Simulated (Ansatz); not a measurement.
# TiO2: single-point calculation

System: TiO2 (I4₁/amd, 12 atoms in the cell).
Method: DFT r2SCAN, scalar-relativistic, plane waves, PAW, no spin polarisation (Ansatz 0.2.0).

The structure derives from a Materials Project entry. It belongs to a series of runs on one base structure; here: the same crystal in its conventional cell.

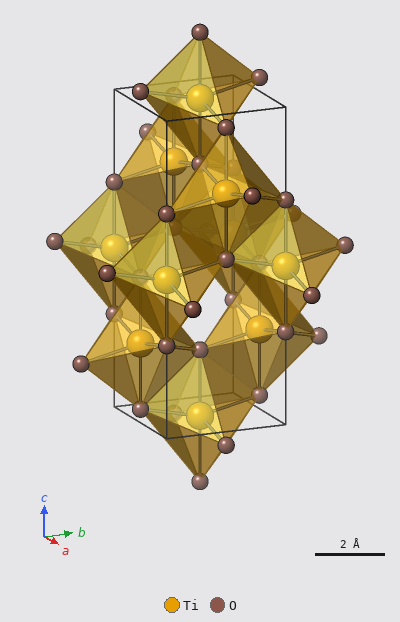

Fig. 1: The input geometry (polyhedral view of the cell of the calculation, seen slightly off an axis; polyhedra are completed across the faces of the cell). An atom can appear more than once, as a periodic image.

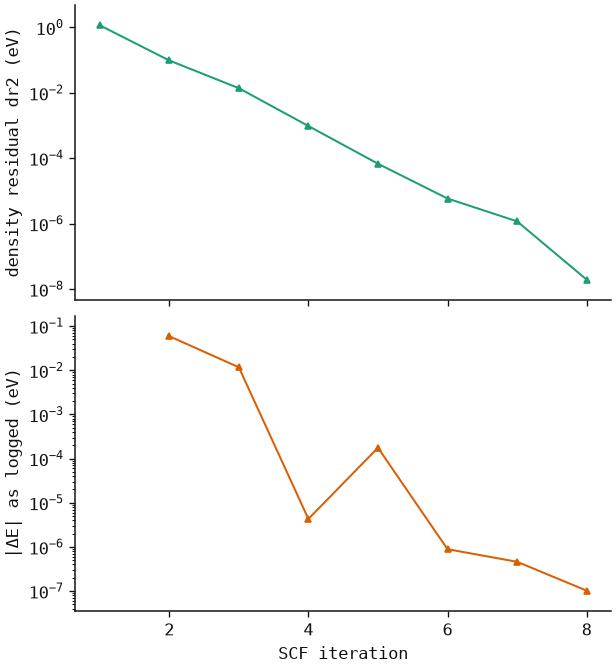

Fig. 2: Convergence of the self-consistent field: density residual dr2 and size of the energy change against the SCF iteration. The residual falls at every step.

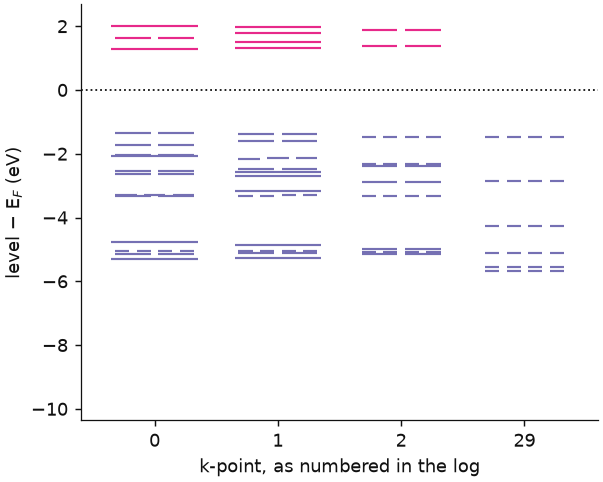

Fig. 3: Kohn–Sham levels near the Fermi level (dotted) at the few k-points that the log prints; levels within 0.02 eV of each other stand side by side. Among these points the highest filled and lowest empty levels are 2.65 eV apart; the gap on the full mesh, 2.58 eV, has an edge at a point that isn't printed.

The input that produced these results follows, with the program's output.

## The input
```yaml
crystal:
  lattice:
    - [3.7777089788, 0.0, 0.0]
    - [0.0, 3.7777089788, 0.0]
    - [0.0, 0.0, 9.5840256423]
  atoms:
    - { symbol: Ti, position: [0.0, 0.5, 0.75] }
    - { symbol: Ti, position: [0.5, 0.5, 0.0] }
    - { symbol: Ti, position: [0.5, 0.0, 0.25] }
    - { symbol: Ti, position: [0.0, 0.0, 0.5] }
    - { symbol: O, position: [0.0, 0.5, 0.9572470736] }
    - { symbol: O, position: [0.5, 0.5, 0.7927529264] }
    - { symbol: O, position: [0.5, 0.0, 0.0427529264] }
    - { symbol: O, position: [0.0, 0.0, 0.7072470736] }
    - { symbol: O, position: [0.5, 0.0, 0.4572470736] }
    - { symbol: O, position: [0.0, 0.0, 0.2927529264] }
    - { symbol: O, position: [0.0, 0.5, 0.5427529264] }
    - { symbol: O, position: [0.5, 0.5, 0.2072470736] }
basis:
  ecutwfc: 500
kpoints:
  mp_grid: { grid: [6, 6, 4] }
hamiltonian:
  xc: r2scan
scf:
  occupations: { method: gaussian, width: 0.02 }
output:
  forces: true
  stress: true
  eigenvalues: true
```

Launch command:
```bash
ansatz run input.yaml --threads 1 --pin off --max-ram 2560MiB --backend cpu --events-out ev --progress --plain --runs-dir out
```

## Output
```
Engine: ansatz 0.2.0, x86_64-unknown-linux-gnu
Pseudopotentials: kind: paw
Pseudopotential: Ti, paw, valence charge 12, recommended cutoff 500 eV (meta_gga), Ti.paw.azcp
Pseudopotential: O, paw, valence charge 6, recommended cutoff 500 eV (meta_gga), O.paw.azcp
Functional definition: r2SCAN
  parameter k0 = 0.174
  parameter k1 = 0.065
  parameter a1 = 4.9479
  exchange = r2scan_x(k0 = k0, k1 = k1, a1 = a1)
  correlation = r2scan_c
Crystal: 12 atoms, lattice volume = 136.774 Å³
Basis set: ecut = 500 eV, 3443 PW (Γ), exchange–correlation on 120×120×288 points (64 copies of the dense FFT grid, shifted against one another)
Bands: 60, of which v1, the nominal top of the filled ones, is band 48 counted from 1 (47 counted from 0)
Symmetry: 32 space group operations
Space group: I41/amd (ITA 141), of the structure as read, at distance tolerance 5.2e-5 Å
k-points: 30 of 144
Non-local potential: Ti, projectors of the file, l = 0: 3, l = 1: 2, l = 2: 3, l = 3: 1
Non-local potential: O, projectors of the file, l = 0: 2, l = 1: 2, l = 2: 1
PAW form: soft (Blöchl's): semilocal exchange-correlation on the pseudo side does not see the compensation charge
PAW frozen core: Ti, regenerated for the run's functional (the file was generated under x = pbe(κ = 0.804, μ = 0.2195149727645171), c = pbe(β = 0.06672455060314922))
PAW frozen core: O, regenerated for the run's functional (the file was generated under x = pbe(κ = 0.804, μ = 0.2195149727645171), c = pbe(β = 0.06672455060314922))
PAW one-centre angular grid: Ti, 590 points (default); XC on 160 Gauss nodes
PAW one-centre angular grid: O, 302 points (default); XC on 160 Gauss nodes
Initial density: superposition of atomic densities (neutral atoms: chi_scale 0, normalization atom), corrected by the library's trained network
Initial wavefunctions: pseudopotential atomic-orbital guess
Functional: x = r2scan, c = r2scan; τ floored in thin density (d = 2e-4 eV/Å³)
SCF iter   1: F=—  HF=-14585.279172 eV  |F-HF|=—  |Δ(HF+E_count)|=         —  Δρ=2.70e-2  dr2=1.16e0  dr2_τ=7.94e-1  ethr=1.77e-3  ⟨swp⟩=5.6  Hψ=6839  notcnv=0
preconditioner: auto → Resta (q_TF=auto, 2.572 Å⁻¹)  ε∞=6.5  [insulator: Δε(μ)=3.096 eV  Ē_g=10.797 eV  σ=0.020 eV  W_gap=1.00  n_scr=38 (ndim 8)  ℏωp=25.4 eV  f_vac=0.106  D(μ)=0.00/eV (n_scr^D=0)  ε∞_Penn≈6.5]
SCF iter   2: F=—  HF=-14585.338230 eV  |F-HF|=—  |Δ(HF+E_count)|=   5.91e-2  Δρ=1.21e-2  dr2=9.70e-2  dr2_τ=5.91e-2  ethr=1.21e-3  ⟨swp⟩=3.5  Hψ=3758  notcnv=0  defer=163
SCF iter   3: F=—  HF=-14585.326485 eV  |F-HF|=—  |Δ(HF+E_count)|=   1.17e-2  Δρ=4.07e-3  dr2=1.38e-2  dr2_τ=1.17e-3  ethr=1.01e-4  ⟨swp⟩=2.3  Hψ=2806  notcnv=0  defer=43
automatic band count: iteration 3 solves 56 bands in place of 60: the levels show a gap, and the empty bands left out lie too high to hold charge; the band table lists the bands solved (type scf.n_extra_bands for more)
SCF iter   4: F=—  HF=-14585.326480 eV  |F-HF|=—  |Δ(HF+E_count)|=   4.29e-6  Δρ=1.11e-3  dr2=9.63e-4  dr2_τ=2.08e-4  ethr=1.43e-5  ⟨swp⟩=2.0  Hψ=2548  notcnv=0  defer=43
SCF iter   5: F=—  HF=-14585.326657 eV  |F-HF|=—  |Δ(HF+E_count)|=   1.76e-4  Δρ=1.92e-4  dr2=6.76e-5  dr2_τ=3.47e-6  ethr=1.00e-6  ⟨swp⟩=2.2  Hψ=2830  notcnv=0  defer=43
SCF iter   6: F=—  HF=-14585.326658 eV  |F-HF|=—  |Δ(HF+E_count)|=   8.86e-7  Δρ=5.60e-5  dr2=5.84e-6  dr2_τ=2.87e-7  ethr=7.04e-8  ⟨swp⟩=2.1  Hψ=3027  notcnv=0  defer=43
SCF iter   7: F=—  HF=-14585.326658 eV  |F-HF|=—  |Δ(HF+E_count)|=   4.59e-7  Δρ=2.68e-5  dr2=1.17e-6  dr2_τ=4.92e-8  ethr=6.09e-9  ⟨swp⟩=2.3  Hψ=2716  notcnv=0  defer=43
SCF iter   8: F=-14585.326658 eV  HF=-14585.326658 eV  |F-HF|=9.24e-9  |Δ(HF+E_count)|=   1.02e-7  Δρ=3.60e-6  dr2=1.93e-8  dr2_τ=4.40e-10  ethr=1.04e-10  ⟨swp⟩=5.3  Hψ=6767  notcnv=0
SCF 1 converged in 8 iterations: F = -14585.326658 eV  dr2 = 1.93e-8
  greatest PAW one-centre occupation: 1.000 electrons in one spin orbital (limit 2), on the Ti atom at site 3 (counted from 0), in its partial waves of l = 0
SCF converged after 8 iterations
Free energy (F): -14585.326658 eV
Harris-Foulkes:  -14585.326658 eV  (|F-HF|=9.24e-9)
Internal energy: -14585.326658 eV  (E = F + TS)
E sigma→0 (E₀):  -14585.326658 eV
Fermi energy:    8.153930 eV
--- Per-component energies (eV) ---
  E_band       = -1015.753917
  E_kinetic    = 2503.481017
  E_local      = -7142.685999  (includes V_loc(G=0)·N_el)
  E_nonlocal   = 383.931727
  E_hartree    = 2765.551972
  E_xc         = -965.438319
  E_vxc        = -1386.648008  (∫ρ·V_xc dr)
  E_paw        = -5495.243255  (= ΣΔE_a)
  E_vpaw       = -996.669819  (= ΣTr[D̂ρ^β])
  E_aug_tail   = 0.008831  (compensation charges beyond the density's cutoff)
  E_vtau       = 91.723634  (kinetic-family band-sum trace: ∫τ·v_τ [+ j·A + Jᵃ·Aᵃ] dr)
  E_ewald      = -6633.663277
  E_core_change = -1.269356  (= ΣΔE_core)
  E_smearing   = -0.000000  (= −TS)
  E_closure    = -0.000000  (closes the sum)
  Σ components = -14585.326658   (vs F -14585.326658, Δ=0.00e0)
--- Forces (eV/Å), atoms counted from 1 ---
  atom   1  Ti     0.00000000     0.00000000     0.00000000
  atom   2  Ti    -0.00000000     0.00000000    -0.00000000
  atom   3  Ti     0.00000000     0.00000000     0.00000000
  atom   4  Ti    -0.00000000     0.00000000    -0.00000000
  atom   5  O      0.00000000    -0.00000000     0.00278083
  atom   6  O     -0.00000000     0.00000000    -0.00278083
  atom   7  O      0.00000000     0.00000000    -0.00278083
  atom   8  O     -0.00000000     0.00000000     0.00278083
  atom   9  O      0.00000000    -0.00000000     0.00278083
  atom  10  O     -0.00000000     0.00000000    -0.00278083
  atom  11  O      0.00000000     0.00000000    -0.00278083
  atom  12  O     -0.00000000     0.00000000     0.00278083
  max |Σ_I F_I| component: 1.87e-16 eV/Å
--- Stress (GPa, compression-positive) ---
        0.017831       0.000000       0.000000
        0.000000       0.017831       0.000000
        0.000000       0.000000       0.042600
  P = ⅓ Tr σ = 0.0261 GPa (0.261 kbar)
--- Band table (eV; the first three rows and the last of 30) ---
  k-point 0: bands = ["-51.6875", "-51.6583", "-51.6583", "-51.6288", "-27.0863", "-26.8920", "-26.8920", "-26.8678", "-26.8678", "-26.8455", "-26.8455", "-26.7767", "-26.7767", "-26.7541", "-26.7541", "-26.6908", "-11.7590", "-11.1858", "-11.1858", "-10.7466", "-10.6217", "-10.5342", "-10.5342", "-10.2691", "2.8463", "3.0243", "3.0243", "3.1115", "3.1115", "3.1128", "3.1128", "3.3874", "4.8213", "4.8213", "4.8493", "4.8493", "4.8566", "5.5201", "5.5201", "5.6245", "5.6245", "6.0913", "6.1232", "6.1232", "6.4400", "6.4400", "6.7933", "6.7933", "9.4440", "9.7884", "9.7884", "10.1563", "11.1048", "11.1048", "11.3590", "11.3590"]
  k-point 1: bands = ["-51.6853", "-51.6695", "-51.6470", "-51.6311", "-27.0717", "-26.9672", "-26.8652", "-26.8652", "-26.8496", "-26.8496", "-26.8159", "-26.7726", "-26.7726", "-26.7568", "-26.7568", "-26.7064", "-11.7147", "-11.4026", "-10.9745", "-10.7444", "-10.6514", "-10.6142", "-10.4423", "-10.2923", "2.8959", "3.0365", "3.0365", "3.0971", "3.0982", "3.0982", "3.1113", "3.3057", "4.8246", "4.8246", "4.8442", "4.8442", "4.9944", "5.4452", "5.5953", "5.6778", "5.6778", "5.9912", "6.0051", "6.0051", "6.5386", "6.5386", "6.7634", "6.7634", "9.4694", "9.6540", "9.9262", "10.1274", "11.1194", "11.1194", "11.2506", "11.2506"]
  k-point 2: bands = ["-51.6790", "-51.6790", "-51.6375", "-51.6375", "-27.0301", "-27.0301", "-26.8580", "-26.8580", "-26.8580", "-26.8580", "-26.7640", "-26.7640", "-26.7640", "-26.7640", "-26.7505", "-26.7505", "-11.5891", "-11.5891", "-10.8069", "-10.8069", "-10.6669", "-10.6669", "-10.3552", "-10.3552", "3.0083", "3.0083", "3.0668", "3.0668", "3.0668", "3.0668", "3.1743", "3.1743", "4.8335", "4.8335", "4.8335", "4.8335", "5.2568", "5.2568", "5.7731", "5.7731", "5.8200", "5.8200", "5.8200", "5.8200", "6.6745", "6.6745", "6.6745", "6.6745", "9.5426", "9.5426", "10.0459", "10.0459", "11.1671", "11.1671", "11.1671", "11.1671"]
  k-point 29: bands = ["-51.6537", "-51.6537", "-51.6537", "-51.6537", "-27.0523", "-27.0523", "-27.0523", "-27.0523", "-26.9034", "-26.9034", "-26.9034", "-26.9034", "-26.7274", "-26.7274", "-26.7274", "-26.7274", "-10.3843", "-10.3843", "-10.3843", "-10.3843", "-10.0507", "-10.0507", "-10.0507", "-10.0507", "2.4907", "2.4907", "2.4907", "2.4907", "2.5935", "2.5935", "2.5935", "2.5935", "3.0409", "3.0409", "3.0409", "3.0409", "3.8778", "3.8778", "3.8778", "3.8778", "5.2926", "5.2926", "5.2926", "5.2926", "6.6736", "6.6736", "6.6736", "6.6736", "10.8494", "10.8494", "10.8494", "10.8494", "10.8855", "10.8855", "10.8855", "10.8855"]
```

## Summary

```csv
quantity,value
outcome,converged
space group (tolerance 0.01 Å),I4₁/amd (141)
electrons treated,96
free energy,−14585.3267 eV
Fermi energy,8.154 eV
gap on the k-point mesh,2.58 eV
pressure,0.03 GPa
largest force (length of the vector),0.003 eV/Å
hardware,"1 thread of AMD EPYC (Zen 3), 32 GiB of memory available, shared host"
wall time,26 s
peak memory,0.83 GiB
```
